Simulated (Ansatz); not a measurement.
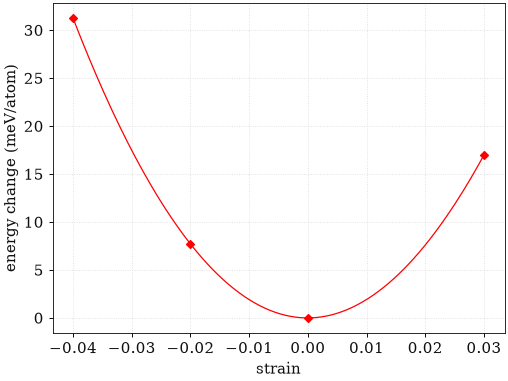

The picture above shows the energy change against strain.

How it was computed, with Ansatz 0.2.0: homogeneous strain of a crystal along one Voigt pattern with engineering shear, fractional coordinates fixed, by plane-wave density functional theory with PAW datasets, free energies less that of the undisturbed cell, pressure positive in compression; scalar-relativistic. Level: r2SCAN, no spin polarisation.

For which of these solids was it computed?
A. GaN, P6_3mc (No. 186), 11.4 Å³/atom, strain pattern [1, 0, 0, 0, 0, 0]
B. Ag, P6_3/mmc (No. 194), 17.8 Å³/atom, strain pattern [0, 1, 0, 0, 0, 0]
C. SnO₂, R-3m (No. 166), 13.0 Å³/atom, strain pattern [1, -1, 0, 0, 0, 0]

Answer. C, SnO₂: energy change from 0.00 meV/atom to 31.25 meV/atom. The others give: Ag, energy change from −2.69 meV/atom to 39.67 meV/atom; GaN, energy change from 0.00 meV/atom to 62.97 meV/atom.

For Ag, limits of the calculation: reference crystal is not relaxed.
